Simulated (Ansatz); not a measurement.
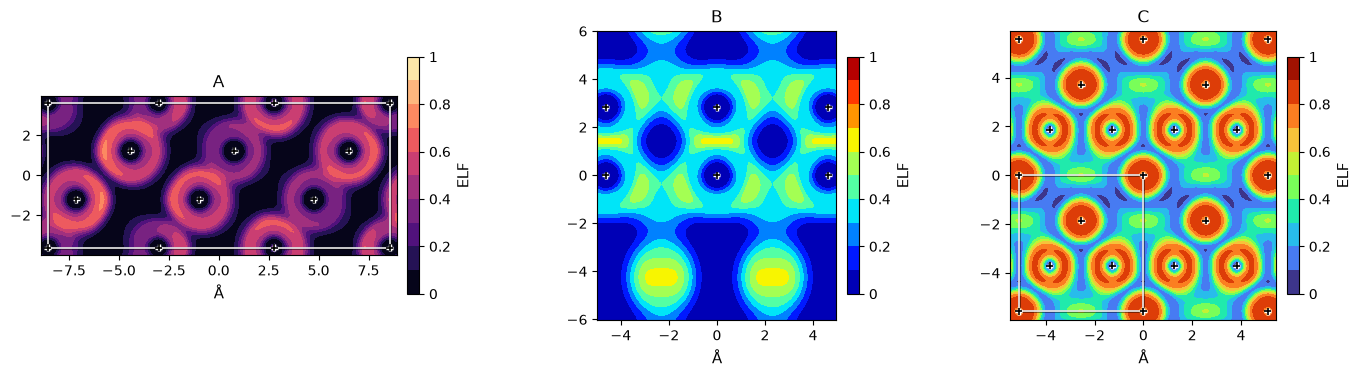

The ELF of 3 systems, each on a plane through atoms (crosses mark nuclei in the plane).

The calculation used DFT PBEsol, scalar-relativistic, plane waves, PAW (Ansatz 0.2.0).

System 1: Ge2Sb2Te5, the (110) plane of the conventional cell. Space group P-3m1; a structure from a database of computed crystals, not necessarily the ambient phase.

```
Ge Sb Te
1.0
     4.20173    0.00000    0.00000
    -2.10087    3.63881    0.00000
     0.00000    0.00000   17.10608
Ge Sb Te
2 2 5
Direct
  0.00000 0.00000 0.33811
  0.00000 0.00000 0.66189
  0.33333 0.66667 0.11669
  0.66667 0.33333 0.88331
  0.00000 0.00000 0.00000
  0.33333 0.66667 0.78106
  0.66667 0.33333 0.21894
  0.33333 0.66667 0.42068
  0.66667 0.33333 0.57932
```

System 2: HfN, the (110) plane of the conventional cell. Space group P6₃/mmc; a structure from a database of computed crystals, not necessarily the ambient phase.

System 3: Sn, the (100) plane of the calculation cell. Space group Fd-3m.

```
CELL_PARAMETERS angstrom
3.27078 -3.27078 0.00000
3.27078 0.00000 -3.27078
6.54156 6.54156 6.54156
ATOMIC_POSITIONS crystal
Sn 0.66667 0.66667 0.83333
Sn 0.00000 0.00000 0.50000
Sn 0.33333 0.33333 0.16667
Sn 0.66667 0.66667 0.08333
Sn 0.00000 0.00000 0.75000
Sn 0.33333 0.33333 0.41667
```

Match each panel to its system.

Panel A is system 1, Ge2Sb2Te5: the plane holds Ge, Sb and Te. Ge–Te (2.81 Å): the ELF peaks at about 0.70 in the valence shell of Te, 1.3 Å from its nucleus, and is about 0.70 at the midpoint. Panel B is system 3, Sn: the plane holds Sn. Sn–Sn (2.83 Å): the ELF peaks at about 0.65 between the atoms. Panel C is system 2, HfN: the plane holds Hf and N. Hf–N (2.25 Å): the ELF peaks at about 0.80 in the valence shell of N, 0.6 Å from its nucleus, and is about 0.20 at the midpoint; no shared electron pair shows on this line.
